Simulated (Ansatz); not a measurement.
```xyz
8
Lattice="5.2054 0.0000 0.0000 0.0000 0.0000 -5.2054 0.0000 5.2054 0.0000" Properties=species:S:1:pos:R:3 pbc="T T T"
Ir    2.6027    0.0000   -2.6027
Ir    0.0000    2.6027   -2.6027
Ir    0.0000    0.0000    0.0000
Ir    2.6027    2.6027    0.0000
O     1.3013    1.3013   -3.9040
O     3.9040    3.9040   -3.9040
O     3.9040    1.3013   -1.3013
O     1.3013    3.9040   -1.3013
```

Space group F-43m; started from the zinc blende prototype, which need not be the ambient phase; computed pressure about −25 GPa in this cell; the program warned that a starting moment wasn't kept; spin-polarised, but the moments vanished.

Computed with DFT PBE, scalar-relativistic, plane waves, PAW (Ansatz).

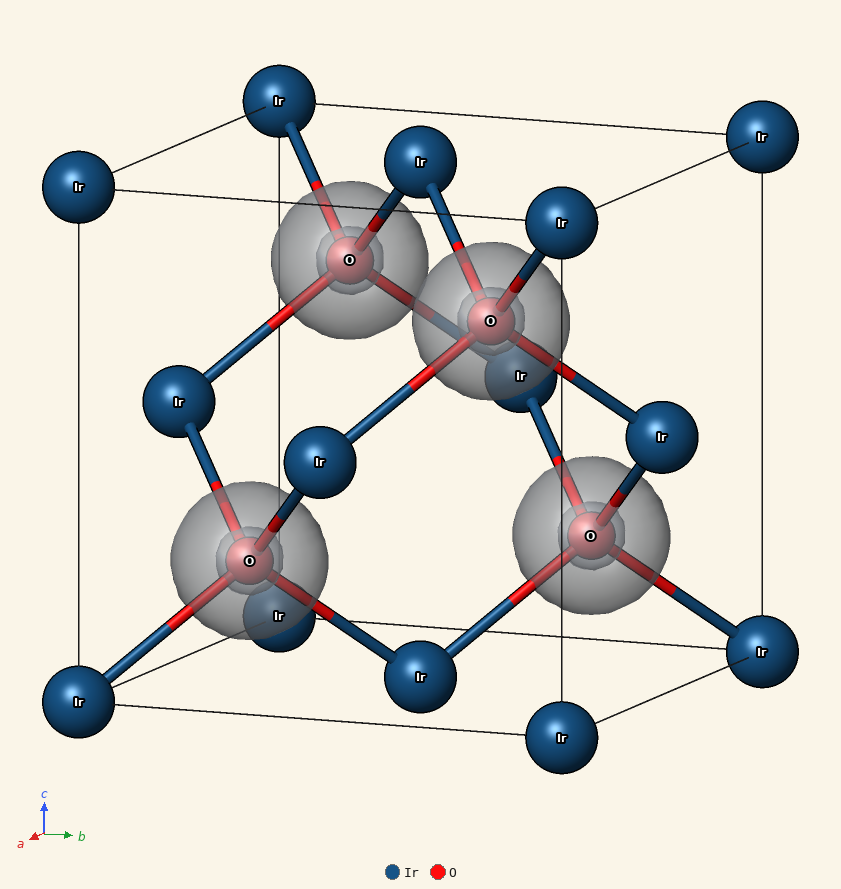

IrO. Isosurface of the ELF at 0.7 (grey), seen slightly off an axis. Only the valence region is drawn (cores and ρ < 0.01 e/Å³ removed). Sticks mark near contacts.

Core electrons are frozen (PAW), and the valence fields are smoothed inside the atomic spheres.

What do the ELF domains correspond to?

Answer. The surface consists of four regions wrapped around O (the valence shell of each), counted in one cell of 8 atoms. Any copies at cell faces, edges or corners count once. Along the contacts the grid gives the following. Ir–O (2.25 Å): the ELF peaks at about 0.85 in the valence shell of O, 0.6 Å from its nucleus, and drops to about 0.20 between the two atoms: no shared electron pair shows on this line.

Does the calculation make it a metal, or give it a gap?

Answer. It is metallic or semimetallic at this level of theory: no gap opens; semilocal functionals without U, or without the true magnetic order, often close the gap of such compounds.
